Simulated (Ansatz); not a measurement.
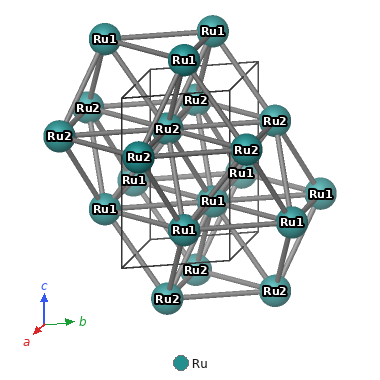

The system is Ru (P6_3/mmc, No. 194; 2 atoms in the cell); the picture shows the reference structure. The energy is mapped over volume and the cell's shape. The first coordinate is: volume per atom; the second: c/a of the conventional cell. Nothing is relaxed (symmetry fixes all fractional coordinates). The grid has 7 × 7 points. Points are written as (first, second). All energies are given in meV/atom relative to the lowest grid point. The calculation used DFT PBE, scalar-relativistic, plane waves, PAW in Ansatz 0.2.0. Settings: cutoff 420 eV, k-mesh 21×21×12 in the order of the run's cell vectors, gaussian smearing 0.15 eV, no spin polarisation.

Its coordinates:

```yaml
crystal:
  lattice:
    - [2.71980, 0.00000, 0.00000]
    - [-1.35990, 2.35541, 0.00000]
    - [0.00000, 0.00000, 4.29666]
  atoms:
    - { symbol: Ru, position: [0.33333, 0.66667, 0.25000] }
    - { symbol: Ru, position: [0.66667, 0.33333, 0.75000] }
```

Range: volume per atom from 12.11 to 15.41 Å³; c/a of the conventional cell from 1.317 to 1.895.

What landscape does the calculation give?

The lowest grid point is at (13.76 Å³, 1.580). It is the only kind of minimum in the scanned range. The highest grid point, (12.11 Å³, 1.895), lies 798 meV/atom above the lowest. Round the minimum the two coordinates are nearly uncoupled.

| c/a of the conventional cell ↓, volume per atom → | 12.11 | 12.66 | 13.21 | 13.76 | 14.31 | 14.86 | 15.41 |
| --- | --- | --- | --- | --- | --- | --- | --- |
| 1.895 | 798 | 604 | 482 | 419 | 403 | 424 | 474 |
| 1.784 | 493 | 327 | 233 | 194 | 199 | 240 | 308 |
| 1.679 | 305 | 155 | 75 | 49 | 67 | 118 | 197 |
| 1.580 | 249 | 102 | 24 | 0 | 20 | 73 | 154 |
| 1.487 | 318 | 161 | 75 | 43 | 56 | 104 | 179 |
| 1.399 | 498 | 321 | 217 | 170 | 168 | 203 | 266 |
| 1.317 | 757 | 554 | 426 | 357 | 336 | 353 | 400 |

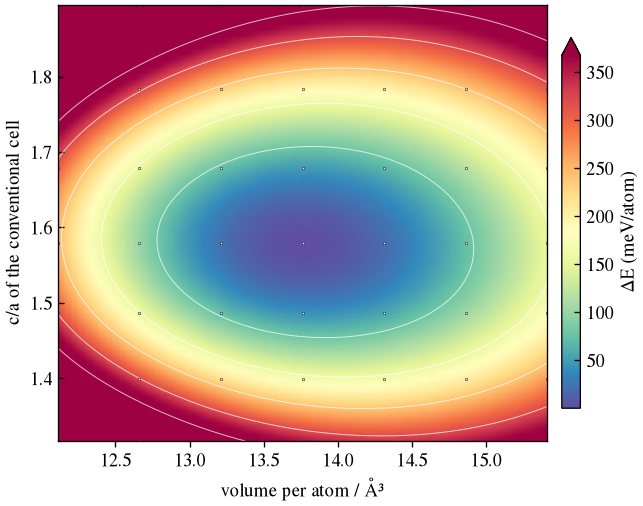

In the figure: a smooth colour map with a few white contour lines, dots at the grid points, one colour for all values above the top of the scale. Between grid points the surface is interpolated.

Time for the 49 points that were run: 13 min on 1 thread of Arm Neoverse N1, on a shared host.

PAW datasets: the set soft_1.
